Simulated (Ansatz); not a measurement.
System: Si, space group P6_3/mmc (No. 194).

Starting cell:
```
CELL_PARAMETERS angstrom
2.66558 0.00000 0.00000
-1.33279 2.30846 0.00000
0.00000 0.00000 4.50627
ATOMIC_POSITIONS crystal
Si 0.33333 0.66667 0.25000
Si 0.66667 0.33333 0.75000
```

Method: homogeneous strain of a crystal along one Voigt pattern with engineering shear, fractional coordinates fixed, by plane-wave density functional theory with PAW datasets, free energies less that of the undisturbed cell; scalar-relativistic (Ansatz 0.2.0). Level: PBE with D3(BJ), no spin polarisation.

wave cutoff 420 eV; k mesh 21×21×10; occupations Gaussian; smearing width 0.15 eV; k shift (0, 0, 0) (mesh steps); start as given; strain pattern (1, 1, 0, 0, 0, 0) (xx yy zz yz xz xy with engineering shear).

Describe the result: the energy change and tensile stress summed over the strain pattern against strain. The strain takes the values −0.1000, −0.0750, −0.0500, −0.0250, 0.0000, 0.0250, 0.0500, 0.0750, 0.0875, 0.1000.

The energy rises on both sides of the starting structure, which is therefore a minimum along this path. The energy change is 228 meV/atom at strain −0.1000 and 164 meV/atom at 0.1000; the lowest computed point is at strain 0.0000 (0 meV/atom). The tensile stress summed over the strain pattern rises from −80 GPa at strain −0.1000 to 26 GPa at 0.1000, and changes sign near −0.010. The slope of tensile stress is 397 GPa. The second derivative of tensile stress is −6350 GPa.

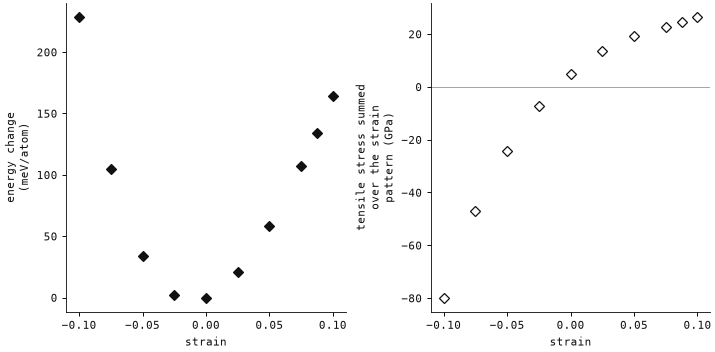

Note: reference crystal is not relaxed.
